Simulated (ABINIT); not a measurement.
**MgO: single-point calculation**

- system: MgO (Fm-3m, 2 atoms in the cell)
- method: Kohn-Sham DFT of a periodic cell, PBEsol, JTH PAW PBE v2.0, no spin polarisation (ABINIT 10.8.3)

The structure derives from a Materials Project entry.

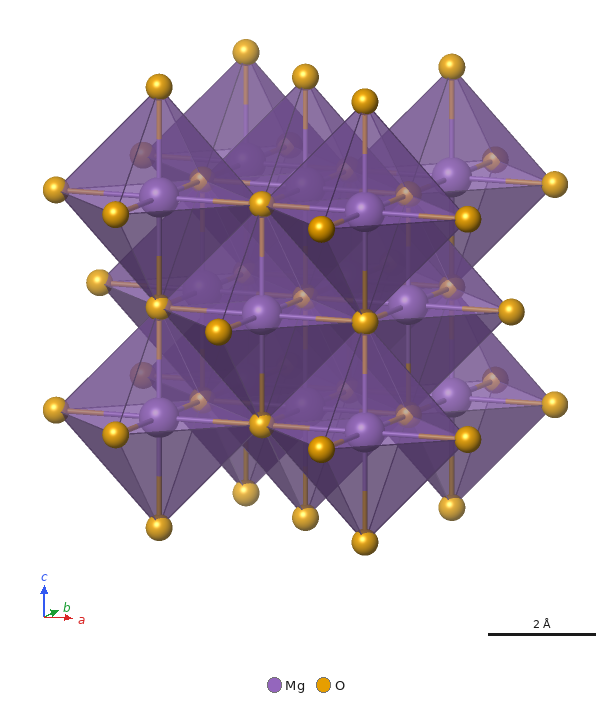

*The input geometry (polyhedral view of the cell 4 times as large as that of the calculation, set on its symmetry axes, seen slightly off an axis; polyhedra are completed across the faces of the cell).*

## The input
```
# Pseudopotentials
pp_dirpath "./"
pseudos "Mg.GGA_PBE-JTH.xml, O.GGA_PBE-JTH.xml"

# Structure
acell 3*1.0 Angstrom
rprim
     0.0000000000     2.0970013927     2.0970013927
     2.0970013927     0.0000000000     2.0970013927
     2.0970013927     2.0970013927     0.0000000000
ntypat 2
znucl 12 8
natom 2
typat 1 2
xred
     0.0000000000     0.0000000000     0.0000000000
     0.5000000000     0.5000000000     0.5000000000

# Plane-wave basis
ecut 625.861884 eV
pawecutdg 45.0

# k points
kptopt 1
ngkpt 9 9 9
nshiftk 1
shiftk 0.0 0.0 0.0

# Exchange and correlation
ixc -116133

# Bands and occupations
nband 12
occopt 3
tsmear 0.00183747

# SCF cycle
nstep 100
tolvrs 1.0e-9

# Output
iomode 3
prtwf 0
prtden 0
prteig 0
prtebands 0
```

Run as:
```bash
abinit run.abi > log 2>&1
```

## What the program printed
```
.Version 10.8.3 of ABINIT
 Symmetries : space group Fm -3 m (#225); Bravais cF (face-center cubic)
================================================================================
 Values of the parameters that define the memory need of the present run
     intxc =       0    ionmov =       0      iscf =      17    lmnmax =       8
     lnmax =       4     mgfft =      27  mpssoang =       2    mqgrid =    3001
     natom =       2  nloc_mem =       2    nspden =       1   nspinor =       1
    nsppol =       1      nsym =      48    n1xccc =       1    ntypat =       2
    occopt =       3   xclevel =       2
       mpw =         663          nfft =       19683          nkpt =          35
 PAW method is used; the additional fine FFT grid is defined by:
   mgfftf=        36    nfftf =     46656
================================================================================
================================================================================

--------------------------------------------------------------------------------
------------- Echo of variables that govern the present computation ------------
--------------------------------------------------------------------------------
 -outvars: echo values of preprocessed input variables --------
            acell      1.8897261259E+00  1.8897261259E+00  1.8897261259E+00 Bohr
              amu      2.43050000E+01  1.59994000E+01
             ecut      2.30000000E+01 Hartree
              ixc     -116133
         kptrlatt        9    0    0      0    9    0      0    0    9
          kptrlen      5.04376790E+01
            natom           2
            nband          12
            ngfft          27      27      27
          ngfftdg          36      36      36
             nkpt          35
            nstep         100
             nsym          48
           ntypat           2
           occopt           3
        pawecutdg      4.50000000E+01 Hartree
         pawxcdev           0
           prtden           0
        prtebands           0
           prteig           0
            prtwf           0
            rprim      0.0000000000E+00  2.0970013927E+00  2.0970013927E+00
                       2.0970013927E+00  0.0000000000E+00  2.0970013927E+00
                       2.0970013927E+00  2.0970013927E+00  0.0000000000E+00
          spgroup         225
           tolvrs      1.00000000E-09
           tsmear      1.83747000E-03 Hartree
            typat      1  2
           useylm           1
           xangst      0.0000000000E+00  0.0000000000E+00  0.0000000000E+00
                       2.0970013927E+00  2.0970013927E+00  2.0970013927E+00
            xcart      0.0000000000E+00  0.0000000000E+00  0.0000000000E+00
                       3.9627583179E+00  3.9627583179E+00  3.9627583179E+00
             xred      0.0000000000E+00  0.0000000000E+00  0.0000000000E+00
                       5.0000000000E-01  5.0000000000E-01  5.0000000000E-01
            znucl       12.00000    8.00000

================================================================================

 chkinp: Checking input parameters for consistency.

================================================================================
== DATASET  1 ==================================================================

--- !DatasetInfo
iteration_state: {dtset: 1, }
dimensions: {natom: 2, nkpt: 35, mband: 12, nsppol: 1, nspinor: 1, nspden: 1, mpw: 663, }
cutoff_energies: {ecut:  23.0, pawecutdg:  45.0, }
electrons: {nelect:   1.60000000E+01, charge:   0.00000000E+00, occopt:   3.00000000E+00, tsmear:   1.83747000E-03, }
meta: {optdriver: 0, ionmov: 0, optcell: 0, iscf: 17, paral_kgb: 0, }
...

 Real(R)+Recip(G) space primitive vectors, cartesian coordinates (Bohr,Bohr^-1):
 R(1)=  0.0000000  3.9627583  3.9627583  G(1)= -0.1261747  0.1261747  0.1261747
 R(2)=  3.9627583  0.0000000  3.9627583  G(2)=  0.1261747 -0.1261747  0.1261747
 R(3)=  3.9627583  3.9627583  0.0000000  G(3)=  0.1261747  0.1261747 -0.1261747
 Unit cell volume ucvol=  1.2445798E+02 bohr^3
 Angles (23,13,12)=  6.00000000E+01  6.00000000E+01  6.00000000E+01 degrees

 Coarse grid specifications (used for wave-functions):

 getcut: wavevector=  0.0000  0.0000  0.0000  ngfft=  27  27  27
         ecut(hartree)=     23.000   => boxcut(ratio)=   2.15215

 Fine grid specifications (used for densities):

 getcut: wavevector=  0.0000  0.0000  0.0000  ngfft=  36  36  36
         ecut(hartree)=     45.000   => boxcut(ratio)=   2.12725

--- Pseudopotential description ------------------------------------------------
- pspini: atom type   1  psp file is ./Mg.GGA_PBE-JTH.xml
 Pseudopotential format is: paw10
 basis_size (lnmax)=  4 (lmn_size=  8), orbitals=   0   0   1   1
 Spheres core radius: rc_sph= 1.90157919
 Shapefunction is SIN type: shapef(r)=[sin(pi*r/rshp)/(pi*r/rshp)]**2
 Radius for shape functions =  1.70710089
 Compensation charge density is not taken into account in XC energy/potential

- pspini: atom type   2  psp file is ./O.GGA_PBE-JTH.xml
 Pseudopotential format is: paw10
 basis_size (lnmax)=  4 (lmn_size=  8), orbitals=   0   0   1   1
 Spheres core radius: rc_sph= 1.41465230
 Shapefunction is SIN type: shapef(r)=[sin(pi*r/rshp)/(pi*r/rshp)]**2
 Radius for shape functions =  1.20231231
 Compensation charge density is not taken into account in XC energy/potential

   2.59069307E+02                                ecore*ucvol(ha*bohr**3)
--------------------------------------------------------------------------------

================================================================================

--- !BeginCycle
iteration_state: {dtset: 1, }
solver: {iscf: 17, nstep: 100, nline: 4, wfoptalg: 10, }
tolerances: {tolvrs: 1.00E-09, }
...

     iter   Etot(hartree)      deltaE(h)  residm     nres2
 ETOT  1  -77.694784974136    -7.769E+01 1.213E+01 9.945E+00
 ETOT  2  -79.670844532023    -1.976E+00 1.780E-02 3.061E+00
 ETOT  3  -79.659683571037     1.116E-02 9.592E-03 8.235E-01
 ETOT  4  -79.659318066268     3.655E-04 8.809E-04 1.027E-01
 ETOT  5  -79.659214899210     1.032E-04 3.613E-04 2.251E-03
 ETOT  6  -79.659228194223    -1.330E-05 1.057E-04 4.404E-04
 ETOT  7  -79.659227312586     8.816E-07 6.696E-05 4.503E-05
 ETOT  8  -79.659227153784     1.588E-07 1.213E-04 1.462E-06
 ETOT  9  -79.659227166657    -1.287E-08 1.764E-04 9.123E-08
 ETOT 10  -79.659227166593     6.465E-11 8.244E-05 7.521E-09
 ETOT 11  -79.659227166566     2.680E-11 1.206E-04 2.593E-09
 ETOT 12  -79.659227166562     3.482E-12 4.927E-05 2.447E-10

 At SCF step   12       nres2   =  2.45E-10 < tolvrs=  1.00E-09 =>converged.

 Cartesian components of stress tensor (hartree/bohr^3)
  sigma(1 1)= -9.00913093E-05  sigma(3 2)=  0.00000000E+00
  sigma(2 2)= -9.00913093E-05  sigma(3 1)=  0.00000000E+00
  sigma(3 3)= -9.00913093E-05  sigma(2 1)=  0.00000000E+00

--- !ResultsGS
iteration_state: {dtset: 1, }
comment   : Summary of ground state results
lattice_vectors:
- [  0.0000000,   3.9627583,   3.9627583, ]
- [  3.9627583,   0.0000000,   3.9627583, ]
- [  3.9627583,   3.9627583,   0.0000000, ]
lattice_lengths: [   5.60419,    5.60419,    5.60419, ]
lattice_angles: [ 60.000,  60.000,  60.000, ] # degrees, (23, 13, 12)
lattice_volume:   1.2445798E+02
convergence: {deltae:  3.482E-12, res2:  2.447E-10, residm:  4.927E-05, diffor: null, }
etotal    :  -7.96592272E+01
entropy   :   0.00000000E+00
fermie    :   3.09125653E-01
cartesian_stress_tensor: # hartree/bohr^3
- [ -9.00913093E-05,   0.00000000E+00,   0.00000000E+00, ]
- [  0.00000000E+00,  -9.00913093E-05,   0.00000000E+00, ]
- [  0.00000000E+00,   0.00000000E+00,  -9.00913093E-05, ]
pressure_GPa:   2.6506E+00
xred      :
- [  0.0000E+00,   0.0000E+00,   0.0000E+00, Mg]
- [  5.0000E-01,   5.0000E-01,   5.0000E-01,  O]
cartesian_forces: # hartree/bohr
- [ -0.00000000E+00,  -0.00000000E+00,  -0.00000000E+00, ]
- [ -0.00000000E+00,  -0.00000000E+00,  -0.00000000E+00, ]
force_length_stats: {min:   0.00000000E+00, max:   0.00000000E+00, mean:   0.00000000E+00, }
...

 Integrated electronic density in atomic spheres:
 ------------------------------------------------
 Atom  Sphere_radius  Integrated_density
    1        1.90158          8.30439723
    2        1.41465          4.58130755

================================================================================

 ----iterations are completed or convergence reached----

 Mean square residual over all n,k,spin=   24.179E-08; max=  49.272E-06
 reduced coordinates (array xred) for    2 atoms
       0.000000000000      0.000000000000      0.000000000000
       0.500000000000      0.500000000000      0.500000000000
 rms dE/dt=  0.0000E+00; max dE/dt=  0.0000E+00; dE/dt below (all hartree)
    1       0.000000000000      0.000000000000      0.000000000000
    2       0.000000000000      0.000000000000      0.000000000000

 cartesian coordinates (angstrom) at end:
    1      0.00000000000000     0.00000000000000     0.00000000000000
    2      2.09700139270000     2.09700139270000     2.09700139270000

 cartesian forces (hartree/bohr) at end:
    1     -0.00000000000000    -0.00000000000000    -0.00000000000000
    2     -0.00000000000000    -0.00000000000000    -0.00000000000000
 frms,max,avg= 0.0000000E+00 0.0000000E+00   0.000E+00  0.000E+00  0.000E+00 h/b

 cartesian forces (eV/Angstrom) at end:
    1     -0.00000000000000    -0.00000000000000    -0.00000000000000
    2     -0.00000000000000    -0.00000000000000    -0.00000000000000
 frms,max,avg= 0.0000000E+00 0.0000000E+00   0.000E+00  0.000E+00  0.000E+00 e/A
 length scales=  1.889726125908  1.889726125908  1.889726125908 bohr
              =  1.000000000000  1.000000000000  1.000000000000 angstroms
 Fermi (or HOMO) energy (hartree) =   0.30913   Average Vxc (hartree)=  -0.40760
 Eigenvalues (hartree) for nkpt=  35  k points:
 kpt#   1, nband= 12, wtk=  0.00137, kpt=  0.0000  0.0000  0.0000 (reduced coord)
  -2.43425   -1.21835   -1.21835   -1.21835   -0.43217    0.20207    0.20207    0.20207
   0.37696    0.77874    0.77874    0.77874
      occupation numbers for kpt#   1
   2.00000    2.00000    2.00000    2.00000    2.00000    2.00000    2.00000    2.00000
   0.00000    0.00000    0.00000    0.00000
 prteigrs : prtvol=0 or 1, do not print more k-points.

--- !EnergyTerms
iteration_state     : {dtset: 1, }
comment             : Components of total free energy in Hartree
kinetic             :  1.12769484688760E+01
hartree             :  1.44214805112176E+01
xc                  : -4.21552624733999E+00
Ewald energy        : -4.75873828125848E+01
psp_core            :  2.08158049545178E+00
local_psp           : -4.76981521863837E+01
PAW spherical_terms : -7.93817860730346E+00
internal            : -7.96592303780666E+01
'-kT*entropy'       :  1.25327346604707E-15
total_energy        : -7.96592303780666E+01
total_energy_eV     : -2.16763808587515E+03
...

--- !EnergyTermsDC
iteration_state     : {dtset: 1, }
comment             : '"Double-counting" decomposition of free energy'
band_energy         : -1.21890573887046E+01
Ewald energy        : -4.75873828125848E+01
psp_core            :  2.08158049545178E+00
xc_dc               : -1.31310646183110E+01
PAW spherical_terms : -8.83330284241362E+00
internal            : -7.96592271665623E+01
'-kT*entropy'       :  1.25327346604707E-15
total_energy_dc     : -7.96592271665623E+01
total_energy_dc_eV  : -2.16763799848567E+03
...

--- !EnergyTermsWithPAWCore
iteration_state     : {dtset: 1, }
comment             : 'Components of total free energy, including PAW core contributions'
Total energy        : -2.75044720415641E+02
Total energy DC     : -2.75044717204136E+02
Total energy (eV)   : -7.48434812214786E+03
Total energy DC (eV): -7.48434803475837E+03
...

 Cartesian components of stress tensor (hartree/bohr^3)
  sigma(1 1)= -9.00913093E-05  sigma(3 2)=  0.00000000E+00
  sigma(2 2)= -9.00913093E-05  sigma(3 1)=  0.00000000E+00
  sigma(3 3)= -9.00913093E-05  sigma(2 1)=  0.00000000E+00

-Cartesian components of stress tensor (GPa)         [Pressure=  2.6506E+00 GPa]
- sigma(1 1)= -2.65057783E+00  sigma(3 2)=  0.00000000E+00
- sigma(2 2)= -2.65057783E+00  sigma(3 1)=  0.00000000E+00
- sigma(3 3)= -2.65057783E+00  sigma(2 1)=  0.00000000E+00

== END DATASET(S) ==============================================================
================================================================================

 -outvars: echo values of variables after computation  --------
            acell      1.8897261259E+00  1.8897261259E+00  1.8897261259E+00 Bohr
           etotal     -7.9659227167E+01
            fcart     -0.0000000000E+00 -0.0000000000E+00 -0.0000000000E+00
                      -0.0000000000E+00 -0.0000000000E+00 -0.0000000000E+00
            rprim      0.0000000000E+00  2.0970013927E+00  2.0970013927E+00
                       2.0970013927E+00  0.0000000000E+00  2.0970013927E+00
                       2.0970013927E+00  2.0970013927E+00  0.0000000000E+00
           strten     -9.0091309289E-05 -9.0091309289E-05 -9.0091309289E-05
                       0.0000000000E+00  0.0000000000E+00  0.0000000000E+00
           xangst      0.0000000000E+00  0.0000000000E+00  0.0000000000E+00
                       2.0970013927E+00  2.0970013927E+00  2.0970013927E+00
             xred      0.0000000000E+00  0.0000000000E+00  0.0000000000E+00
                       5.0000000000E-01  5.0000000000E-01  5.0000000000E-01
 Calculation completed.
```

## Summary

```tsv
quantity	value
outcome	converged
space group (tolerance 0.01 Å)	Fm-3m (225)
electrons treated	16
free energy	−2167.6380 eV
Fermi energy	8.412 eV
gap on the k-point mesh	4.76 eV
pressure	2.65 GPa
largest force (length of the vector)	under 0.001 eV/Å
hardware	1 thread of Arm Neoverse V2, 24 GiB of memory available, shared host
wall time	13 s
peak memory	0.11 GiB
```
